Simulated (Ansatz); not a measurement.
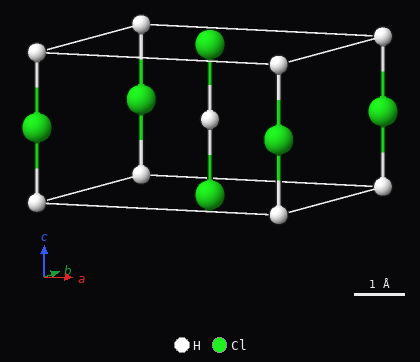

Phonons of crystalline HCl, at the zone centre. Style: ball-and-stick. Shown: the conventional cell (2 times the calculation's cell), slightly off an axis. Lengths and directions refer to the drawn axes.

The calculation used DFT PBEsol, scalar-relativistic, plane waves, PAW (Ansatz). Settings: plane-wave cutoff 420 eV; k-point mesh 8 × 8 × 8; occupations fixed; no spin polarisation.

Frequencies are those without the non-analytic (LO–TO) term.

Q: Give the spectrum at this point.

A: The calculation's cell holds 2 atoms, so there are 3 optical modes, in 2 levels. The optical modes span A₂u + E_u. Two levels are unstable (imaginary frequency).

```
level  symmetry  frequency (cm⁻¹)         activity
    1       A₂u             1974i  infrared-active
    2       E_u              911i  infrared-active
```

The modes drawn as arrows (one member of each degenerate set):

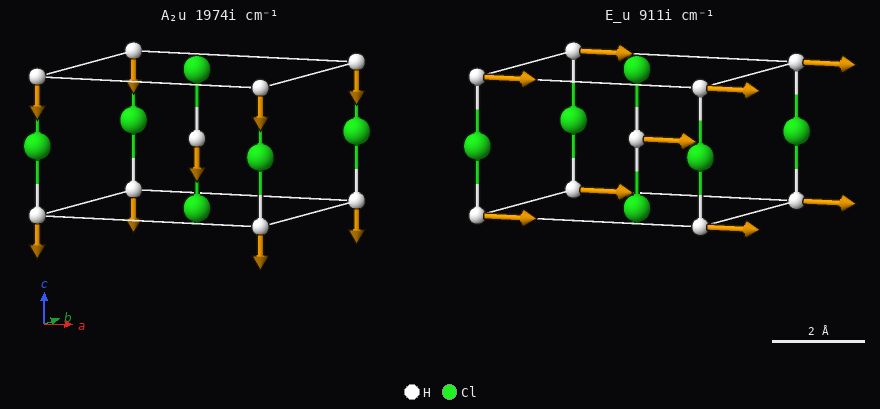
